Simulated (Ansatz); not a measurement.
# Band-structure calculation, with input and output: HfO₂ (part 2 of 2)

The same run, continued: HfO₂ (slab, 12 atoms in the cell); DFT PBE, scalar-relativistic, plane waves, PAW, no spin polarisation (Ansatz 0.2.0); cutoff 420 eV, 9×9×1 k-mesh, Gaussian smearing of 0.05 eV. It belongs to a series of runs on one base structure; here: bands of the relaxed slab.

Geometry of the input (Å; fractional positions):
```
3.6046  0.0000  0.0000
-1.8023  3.1216  0.0000
0.0000  0.0000  26.0367
O  0.6667  0.3333  0.2697
O  0.0000  0.0000  0.3337
Hf 0.6667  0.3333  0.3411
O  0.3333  0.6667  0.3927
O  0.6667  0.3333  0.4603
Hf 0.3333  0.6667  0.4666
O  0.0000  0.0000  0.5181
O  0.3333  0.6667  0.5856
Hf 0.0000  0.0000  0.5920
O  0.6667  0.3333  0.6446
O  0.0000  0.0000  0.7340
Hf 0.6667  0.3333  0.7182
```

**Output, continued**
```
Levels:          The Fermi level and band energies are counted from a zero that moves with the ramp; work functions are not
Vacuum region:   at the solve's end the planar-averaged density reaches 2.09e-5 e/Å³ inside the ramp window [0.9434, 0.0603] (bound 1e-5 e/Å³)
--- Per-component energies (eV) ---
  E_band       = -1755.779509
  E_kinetic    = 3078.655043
  E_local      = -225872.689049  (includes V_loc(G=0)·N_el)
  E_nonlocal   = -4587.857981
  E_hartree    = 111020.200146
  E_xc         = -1785.385296
  E_vxc        = -1811.141391  (∫ρ·V_xc dr)
  E_paw        = -28971.868697  (= ΣΔE_a)
  E_vpaw       = 5414.414761  (= ΣTr[D̂ρ^β])
  E_aug_tail   = 0.019553  (compensation charges beyond the density's cutoff)
  E_efield     = 0.064112  (sawtooth field / dipole correction)
  E_vefield    = -17.570037  (∫n·V_field dr)
  E_ewald      = 79681.204167
  E_smearing   = -0.014581  (= −TS)
  E_closure    = -0.000000  (closes the sum)
  Σ components = -67437.672584   (vs F -67437.672584, Δ=0.00e0)
--- Forces (eV/Å), atoms counted from 1 ---
  atom   1  O      0.00000000     0.00000000    -0.00148765
  atom   2  O      0.00000000     0.00000000    -0.00097472
  atom   3  Hf    -0.00000000    -0.00000000     0.00407223
  atom   4  O      0.00000000     0.00000000    -0.00742565
  atom   5  O      0.00000000     0.00000000    -0.00000363
  atom   6  Hf    -0.00000000    -0.00000000     0.00479054
  atom   7  O      0.00000000     0.00000000     0.00504386
  atom   8  O      0.00000000     0.00000000     0.00164553
  atom   9  Hf    -0.00000000    -0.00000000    -0.00487593
  atom  10  O     -0.00000000    -0.00000000     0.00005256
  atom  11  O      0.00000000     0.00000000     0.00098709
  atom  12  Hf    -0.00000000     0.00000000    -0.00193439
  max |Σ_I F_I| component: 1.10e-4 eV/Å
--- Band table (eV; the first three rows and the last of 12) ---
  k-point 0: bands = ["-59.3174", "-59.0859", "-57.7289", "-55.8524", "-28.3886", "-27.9027", "-27.8624", "-27.8624", "-27.7186", "-27.7186", "-26.5564", "-26.3611", "-26.3611", "-24.7671", "-24.5477", "-24.5477", "-16.3868", "-16.1310", "-14.9020", "-14.8019", "-13.6132", "-13.4939", "-12.2395", "-10.5056", "-9.2645", "-9.2546", "-9.2546", "-9.2204", "-9.2204", "-9.1125", "-9.0914", "-8.9694", "-8.9694", "-8.9568", "-8.9568", "-8.9526", "-8.9516", "-8.8952", "-7.6115", "-7.6115", "-7.5996", "-7.5996", "-7.5948", "-7.5909", "-7.5380", "-5.7305", "-5.7280", "-5.7280", "-5.7071", "-5.7064", "-5.7064", "-5.6519", "-2.8227", "-2.8227", "-2.7011", "-2.7011", "-2.0204", "-1.5290", "-1.4969", "-1.4969", "-0.8548", "-0.2213", "-0.2213", "-0.1003", "-0.1003", "0.1167", "0.4967", "1.0636", "1.0636", "1.5488", "2.3851", "2.3851", "2.6814", "3.5017", "3.7055", "4.2334", "4.2334", "5.6316", "6.4259", "6.4259", "6.8520", "7.1504", "7.1504", "7.3419", "7.7144", "8.5747", "8.5747", "8.7152", "9.4711", "9.4711", "9.5289", "9.9388", "10.5987", "10.5987", "10.8902", "10.9831", "10.9831", "11.7952", "12.3112", "12.3112", "12.7881", "13.5507", "13.8390", "13.8390", "13.9455", "15.4526"]
  k-point 1: bands = ["-59.3164", "-59.0848", "-57.7278", "-55.8514", "-28.3849", "-27.9065", "-27.8935", "-27.8693", "-27.7611", "-27.7260", "-26.5523", "-26.4042", "-26.3686", "-24.7629", "-24.5932", "-24.5554", "-16.2974", "-16.0286", "-14.8334", "-14.7807", "-13.5327", "-13.4844", "-12.2664", "-10.4975", "-9.2645", "-9.2552", "-9.2533", "-9.2208", "-9.2191", "-9.1163", "-9.0945", "-8.9710", "-8.9687", "-8.9614", "-8.9600", "-8.9530", "-8.9494", "-8.8972", "-7.6131", "-7.6107", "-7.6041", "-7.6020", "-7.5933", "-7.5918", "-7.5398", "-5.7361", "-5.7308", "-5.7265", "-5.7207", "-5.7065", "-5.6955", "-5.6504", "-3.0038", "-2.7889", "-2.6883", "-2.5746", "-1.9260", "-1.7644", "-1.3672", "-1.3565", "-0.5382", "-0.4728", "-0.3080", "-0.2863", "-0.0876", "0.0370", "0.8439", "1.0261", "1.1076", "1.3138", "2.3449", "2.4383", "2.6343", "3.6700", "3.8803", "4.2375", "4.3619", "5.6912", "6.3162", "6.3640", "7.0719", "7.1827", "7.2787", "7.6552", "7.9198", "8.6142", "8.6232", "8.9742", "9.0760", "9.4003", "9.7748", "10.0899", "10.5456", "10.6370", "10.6458", "10.7563", "11.1093", "11.8649", "11.9969", "12.0738", "12.9115", "13.4278", "13.6196", "13.6543", "14.0996", "15.3799"]
  k-point 2: bands = ["-59.3139", "-59.0822", "-57.7252", "-55.8486", "-28.3756", "-27.9975", "-27.8898", "-27.8867", "-27.8651", "-27.7449", "-26.5422", "-26.5104", "-26.3876", "-24.7523", "-24.7054", "-24.5749", "-16.0845", "-15.7588", "-14.8921", "-14.4948", "-13.5865", "-13.1993", "-12.3331", "-10.4778", "-9.2646", "-9.2569", "-9.2501", "-9.2208", "-9.2159", "-9.1253", "-9.1053", "-8.9775", "-8.9736", "-8.9674", "-8.9635", "-8.9540", "-8.9434", "-8.9058", "-7.6195", "-7.6145", "-7.6097", "-7.6053", "-7.5956", "-7.5859", "-7.5480", "-5.7490", "-5.7458", "-5.7260", "-5.7230", "-5.7069", "-5.6887", "-5.6491", "-3.1674", "-2.9198", "-2.3466", "-2.2236", "-2.1273", "-1.8976", "-1.2762", "-0.9982", "-0.7719", "-0.5867", "-0.4223", "-0.4142", "0.0703", "0.3884", "0.5930", "0.9493", "1.2511", "1.4461", "2.2074", "2.2429", "2.7683", "3.6773", "4.2486", "4.5118", "4.7204", "5.6607", "6.2507", "6.3691", "7.2482", "7.3129", "7.8030", "7.9914", "8.3542", "8.5671", "8.6868", "8.7941", "9.0989", "9.5780", "9.6680", "10.1557", "10.1783", "10.4980", "10.7415", "10.7522", "11.1473", "11.4781", "11.7058", "12.2957", "12.8674", "13.0658", "13.1690", "13.7930", "14.1301", "14.6263"]
  k-point 11: bands = ["-59.3080", "-59.0759", "-57.7188", "-55.8421", "-28.3513", "-28.1465", "-28.0248", "-28.0005", "-27.8795", "-27.8668", "-26.6651", "-26.5268", "-26.5165", "-24.8700", "-24.7257", "-24.7184", "-15.6081", "-15.2114", "-14.8577", "-13.9773", "-13.5104", "-12.6397", "-12.3121", "-10.4379", "-9.2655", "-9.2559", "-9.2488", "-9.2113", "-9.2030", "-9.1709", "-9.1333", "-9.0225", "-8.9755", "-8.9727", "-8.9681", "-8.9520", "-8.9338", "-8.9268", "-7.6620", "-7.6159", "-7.6151", "-7.6099", "-7.5944", "-7.5766", "-7.5698", "-5.8083", "-5.7556", "-5.7262", "-5.7244", "-5.7088", "-5.6860", "-5.6433", "-2.8310", "-2.7245", "-2.4090", "-2.1329", "-1.7330", "-1.6899", "-1.5959", "-1.2589", "-0.9513", "-0.3724", "-0.2466", "-0.1042", "0.0309", "0.2994", "0.5825", "1.1899", "1.3859", "1.7251", "1.9919", "2.7381", "2.9619", "3.5658", "3.9001", "3.9828", "4.7294", "5.1297", "5.6868", "6.5541", "6.8767", "7.2010", "7.7965", "8.2789", "8.3579", "8.5876", "8.6434", "8.9914", "9.5619", "9.8173", "10.3765", "10.5099", "10.6157", "10.8801", "11.0918", "11.5318", "11.5532", "12.1941", "12.1992", "12.6640", "12.8030", "12.9337", "13.3254", "13.4670", "13.9842", "14.4072"]
--- Löwdin populations: 12 sites ---
  site symbol       q [e]
     0      O      6.2831
     1      O      6.5200
     2     Hf     24.6429
     3      O      6.6594
     4      O      6.6371
     5     Hf     24.6114
     6      O      6.6597
     7      O      6.6376
     8     Hf     24.6131
     9      O      6.6706
    10      O      6.6696
    11     Hf     24.9571
  spilling = 0.002884 (of n_electrons = 152.000000)
```

**File populations.tsv**
```
# site	symbol	l	j	q
# orbitals = lowdin
# n_electrons = 152.000000
# spilling = 0.002884
0	O	0_2S	-	1.847820
0	O	1_2P	-	4.435272
1	O	0_2S	-	1.697840
1	O	1_2P	-	4.822200
2	Hf	0_5S	-	1.975065
2	Hf	0_6S	-	0.415400
2	Hf	1_5P	-	5.973159
2	Hf	2_5D	-	2.286770
2	Hf	3_4F	-	13.992526
3	O	0_2S	-	1.734267
3	O	1_2P	-	4.925154
4	O	0_2S	-	1.684841
4	O	1_2P	-	4.952299
5	Hf	0_5S	-	1.972137
5	Hf	0_6S	-	0.441025
5	Hf	1_5P	-	5.975270
5	Hf	2_5D	-	2.228305
5	Hf	3_4F	-	13.994655
6	O	0_2S	-	1.734643
6	O	1_2P	-	4.925053
7	O	0_2S	-	1.684910
7	O	1_2P	-	4.952668
8	Hf	0_5S	-	1.972493
8	Hf	0_6S	-	0.446028
8	Hf	1_5P	-	5.975244
8	Hf	2_5D	-	2.224705
8	Hf	3_4F	-	13.994581
9	O	0_2S	-	1.746235
9	O	1_2P	-	4.924396
10	O	0_2S	-	1.741490
10	O	1_2P	-	4.928061
11	Hf	0_5S	-	1.978441
11	Hf	0_6S	-	0.603164
11	Hf	1_5P	-	5.976522
11	Hf	2_5D	-	2.404537
11	Hf	3_4F	-	13.994417
```

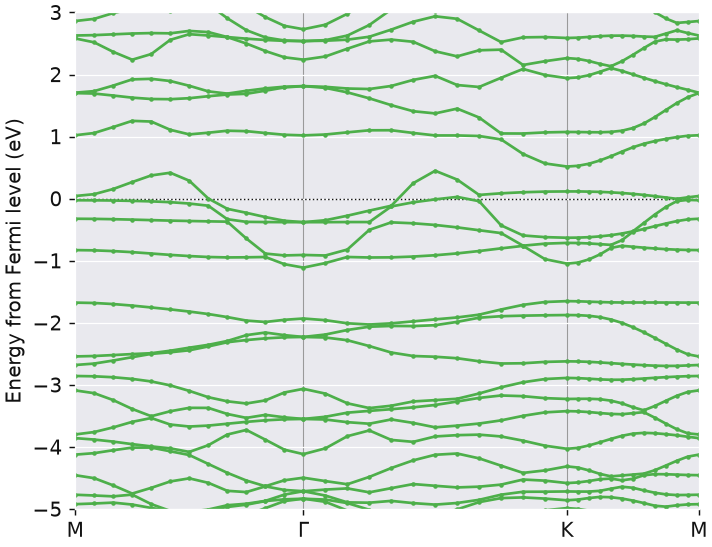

Band structure along M–Γ–K–M, with energies from the Fermi level. Bands cross the Fermi level: a metal at this level of theory.

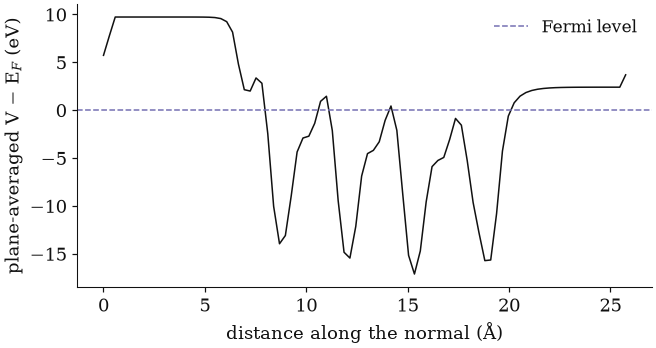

Plane average of the electrostatic potential energy of an electron across the cell, from the Fermi level. The vacuum level lies 2.40 eV above the Fermi level on the upper side and 9.72 eV on the lower.

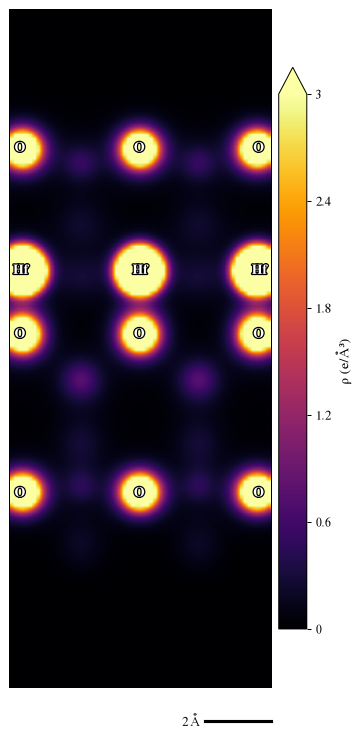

Valence electron density on the (010) plane of the calculation cell, a cut from vacuum to vacuum. Atoms in the plane: O and Hf. Hf–O (1.92 Å): ρ at the midpoint is about 1.2 e/Å³. The density dies away to nearly zero in the vacuum. In a PAW calculation such maps are meaningful between the atoms, not at the nuclei.

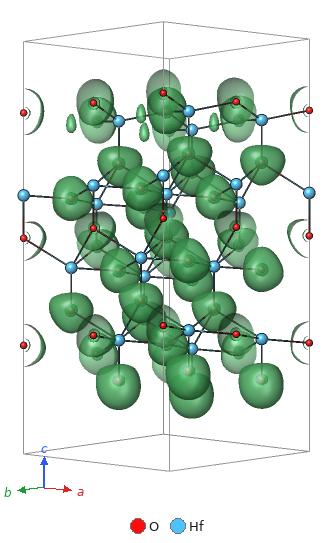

Isosurface of the ELF at 0.6 (green), seen at an oblique angle. Only the valence region is drawn (cores and ρ < 0.01 e/Å³ removed). Sticks mark near contacts. Counts are for one cell; the picture repeats the cell along the surface.  Values along the shortest contacts: Hf–O (1.86 Å): the ELF peaks at about 0.80 in the valence shell of O, 0.5 Å from its nucleus, and drops to about 0.30 between the two atoms; a polar contact without a shared pair, in a metal. Hf–O (1.92 Å): the ELF peaks at about 0.80 in the valence shell of O, 0.6 Å from its nucleus, and drops to about 0.25 between the two atoms; a polar contact without a shared pair, in a metal.

**Results in brief**

```json
{"quantity": "outcome", "value": "converged"}
{"quantity": "electrons treated", "value": "152"}
{"quantity": "free energy", "value": "−67437.6726 eV"}
{"quantity": "work function, top face", "value": "2.40 eV"}
{"quantity": "work function, bottom face", "value": "9.72 eV"}
{"quantity": "Fermi energy", "value": "4.612 eV"}
{"quantity": "gap on the k-point mesh", "value": "none (metallic)"}
{"quantity": "work function (upper face)", "value": "2.40 eV"}
{"quantity": "largest force (length of the vector)", "value": "0.007 eV/Å"}
{"quantity": "wall time", "value": "2.8 min (CPU time 5.5 min)"}
{"quantity": "peak memory", "value": "1.1 GiB"}
```

Notes on the run: the density in the vacuum is higher than it should be, so vacuum levels may be off; the exchange-correlation potential is rough where the density is thin. Spin–orbit coupling is left out, which matters for Hf.
